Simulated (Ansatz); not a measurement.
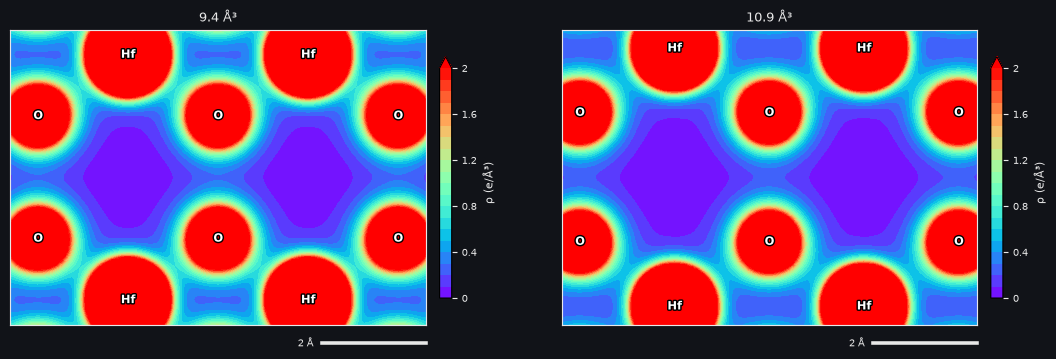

HfO2. The valence electron density of cells scaled evenly to different volumes (given per atom above each panel), on the (101̄) plane of each (indices in the axes of the cell below), at one length scale and on one colour scale.

Computed with DFT PBEsol, scalar-relativistic, plane waves, PAW (Ansatz).

Core electrons are frozen (PAW), and the valence fields are smoothed inside the atomic spheres.

The largest cell:

```
Hf O
1.0
     0.00000    2.48119    2.66727
     2.48119    0.00000    2.66727
     2.48119    2.48119    0.00000
Hf O
1 2
Direct
  0.00000 0.00000 0.00000
  0.25000 0.25000 0.25000
  0.75000 0.75000 0.75000
```

| volume (Å³/atom) | Hf–O contact in the plane (Å) | ρ at its midpoint (e/Å³) | pressure (GPa) | gap on the mesh (eV) | 
| --- | --- | --- | --- | --- |
| 9.41 | 2.095 | 0.748 | 44.5 | 2.92 | 
| 9.66 | 2.114 | ? | ? | ? | 
| 10.95 | 2.204 | 0.565 | −5.8 | 2.81 | 

Question: What values belong in the row with question marks?

Answer: Over the known rows ln ρ falls by 2.57 per Å of Hf–O distance (the line through the two), which gives 0.712 e/Å³ at 2.114 Å; the calculation gives 0.711 e/Å³. For the pressure, a straight line in volume between the neighbouring rows gives 36.3 GPa; the calculation gives 33.3, lower because pressure rises ever faster on compression. For the gap on the mesh, a straight line in volume between the neighbouring rows gives 2.90 eV; the calculation gives 2.91.
